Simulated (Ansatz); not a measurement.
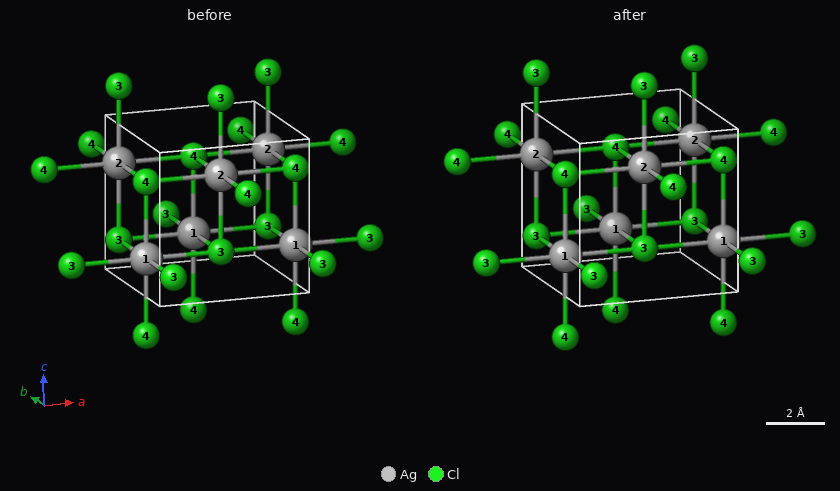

Left: a crystal of AgCl (built on the database structure type) at its r2SCAN-relaxed geometry. Right: the same structure after one change, at the same scale. Style: ball-and-stick. Shown: the conventional cell (2 times the calculation's cell), slightly off an axis. Lengths and directions refer to the drawn axes.

These are results of DFT, PBE, plane waves, PAW in Ansatz, not measurements. Set-up: plane-wave cutoff 420 eV; k-point mesh 6 × 6 × 6; occupations fermi dirac; smearing width 0.02 eV; no spin polarisation.

What was changed?

Answer. All lengths are scaled by +5.9 % (volume +18.8 %). The atoms were relaxed with r2SCAN under that strain, and this is a single point on that geometry.

What does the change do?

Answer. It costs 42.6 meV per atom. Pressure: 1.6 GPa before, −4.0 GPa after. The forces stay under 0.01 eV/Å. The band gap: 0.91 eV before, 1.01 eV after. Some distances before and after: Ag–Cl 2.773 → 2.936 Å. The space group stays Fm-3m (No. 225).
